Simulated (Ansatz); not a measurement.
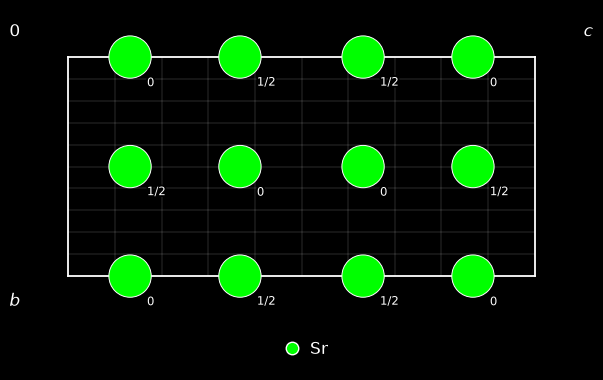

Plan of a unit cell projected along a (b down the page, c across); the numbers are heights as fractions of a, and atoms on the cell's edges are repeated. The grid marks tenths of b and c. Source: the end point of a relaxation with Ansatz, DFT PBEsol, scalar-relativistic, plane waves, PAW; the starting structure was generated, so it need not be a known form of this composition. Geometry calculated from the standardised cell; symmetry tolerance 0.002 Å.

a = 4.232 Å, b = 6.842 Å, c = 14.556 Å, α = 90.00°, β = 90.00°, γ = 90.00°.

### What does the cell contain?

8 Sr: Sr, Z = 8.

### Give the fractional coordinates of all atoms, to two places.

```csv
atom,x,y,z
Sr,0.00,0.00,0.13
Sr,0.50,0.00,0.37
Sr,0.00,0.50,0.63
Sr,0.50,0.50,0.87
Sr,0.50,0.00,0.63
Sr,0.00,0.00,0.87
Sr,0.50,0.50,0.13
Sr,0.00,0.50,0.37
```
